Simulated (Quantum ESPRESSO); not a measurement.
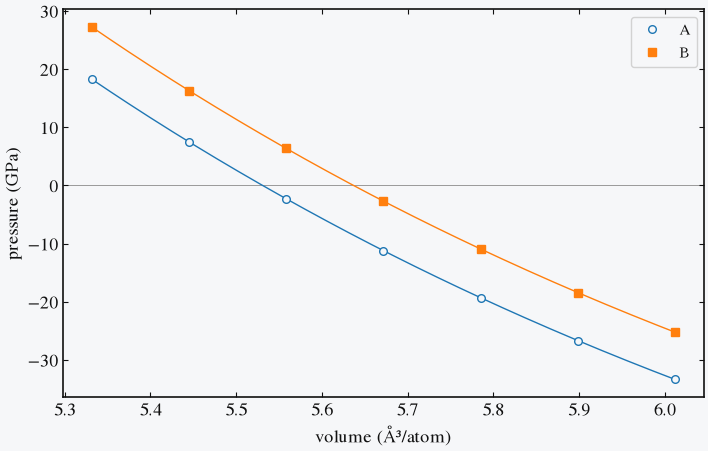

Plotted: pressure against volume, with one curve for each functional, for C (space group Fd-3m). The labels are replaced by letters. In alphabetical order the cases are: LDA; PBE + D3(BJ).

How it was computed, with Quantum ESPRESSO 7.5: plane-wave DFT, no spin polarisation; energies at scaled volumes of the given cell, shape and fractions fixed, counted from the fit's minimum, third-order Birch-Murnaghan fit. All runs: no spin polarisation.

k mesh 13×13×13; occupations Fermi–Dirac; smearing width 0.05 eV; wave cutoff 1116 eV; density cutoff 4463 eV.

**Which letter stands for which functional?**

A: LDA; B: PBE + D3(BJ).
